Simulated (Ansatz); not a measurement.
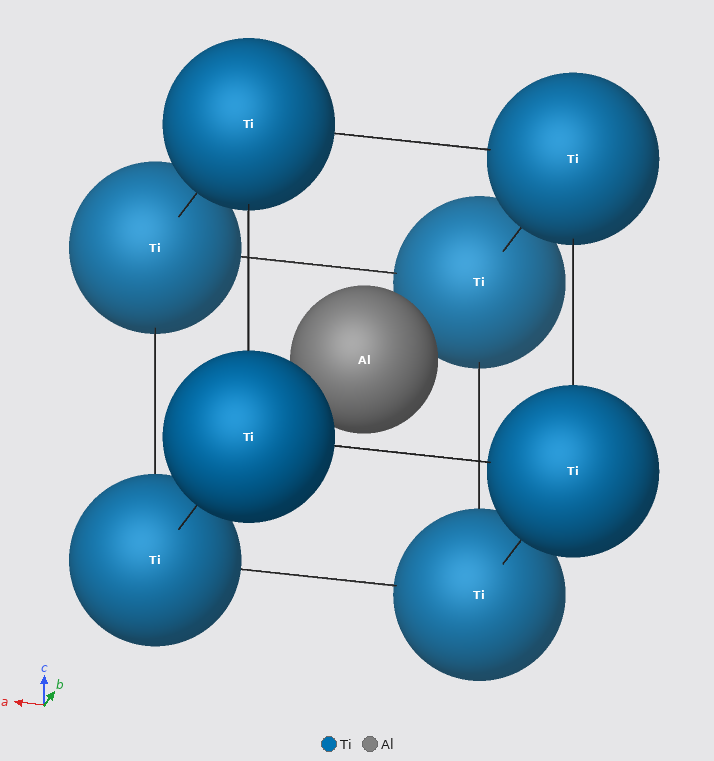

Spheres-only drawing of the structure, looking from a general direction. One unit cell is outlined, and atoms on its boundary appear in each equivalent place.

TiAl, a = 3.25 Å, b = 3.29 Å, c = 3.25 Å, α = 90.00°, β = 90.00°, γ = 90.00°.

Setup: DFT PBE, scalar-relativistic, plane waves, PAW (Ansatz 0.2.0); E_cut = 420 eV, 12×12×12 k-mesh, Gaussian smearing of 0.1 eV, no spin polarisation.

Is the electronic structure metallic or gapped?

Answer. A metal: bands cross the Fermi level.

What is the computed pressure?

Answer. The computed pressure is -6.7 GPa (stretched: it would shrink).

It goes back to a structure listed in the Materials Project. The cell was then strained or its atoms displaced on purpose. Ansatz was used for an electronic-structure calculation on it.

At this level of theory the cell isn't at rest (stretched, at -7 GPa), so its distances can differ from those at equilibrium, the more so the softer the solid.
